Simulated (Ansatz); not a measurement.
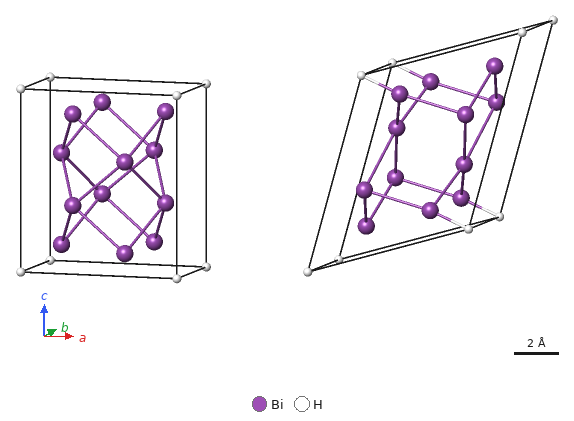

Two geometries of a crystal of Bi$_{8}$H (set up in P2/m) (coarse preliminary run), drawn at one scale. One is the start of a relaxation, the other its converged end. A ball-and-stick model of the cell of the calculation, reduced to other axes, seen slightly off an axis. Lengths and directions refer to the drawn axes.

The calculation used Ansatz 0.2.0, DFT PBE, scalar-relativistic, plane waves, PAW. Settings: plane-wave cutoff 420 eV; k-point mesh 6 × 6 × 2; occupations gaussian; smearing width 0.1 eV; no spin polarisation; cell and atoms relaxed; force threshold 0.0325 eV/Å; at most 70 steps.

Question: Which of the two is the end point?

Answer: The right one is the relaxed one. Case: 1 H put on empty site 1 of 4 host cells, relaxed. The largest moves relative to the cell, 0.89 Å, are those of Bi atoms. H stays in place. Cell: a 7.564 → 8.130 Å (+7.5 %), b 4.367 → 4.593 Å (+5.2 %), c 8.508 → 9.600 Å (+12.8 %), β 90.0° → 57.8°. Volume +7.9 %. Some distances before and after: Bi–Bi 3.299 → 6.149 Å, Bi–Bi 3.299 → 5.954 Å, Bi–Bi 3.299 → 5.687 Å, Bi–Bi 3.299 → 5.634 Å. New bonds form: Bi–Bi (5.47 → 3.21 Å), Bi–H (2.74 → 2.02 Å). Bonds break: Bi–Bi (3.30 → 5.63 Å), Bi–Bi (3.30 → 5.69 Å), Bi–Bi (3.30 → 5.95 Å), Bi–Bi (3.30 → 6.15 Å). Among the angles between lasting bonds that change: Bi–Bi–Bi 135.1° → 87.4°, Bi–Bi–Bi 135.1° → 87.8°, Bi–Bi–Bi 135.1° → 97.4°. The space group stays P2/m (No. 10). The energy falls by 1.249 eV per cell of the calculation in 28 accepted moves (33 points after the start). Largest force component: 0.17 eV/Å at the start, 0.021 eV/Å at the end. Pressure: −0.20 GPa at the start and −0.03 GPa at the end. The line search rejected the trial steps at points 10, 27 of the run. The SCF was repeated 3 times at an unchanged geometry on a basis and grid sized afresh for the cell, which shifted the energy by 30.0 meV per cell of the calculation at most. The run took 12 min on 2 threads of Arm Neoverse V2, with other jobs on the host, peak memory 0.88 GiB.
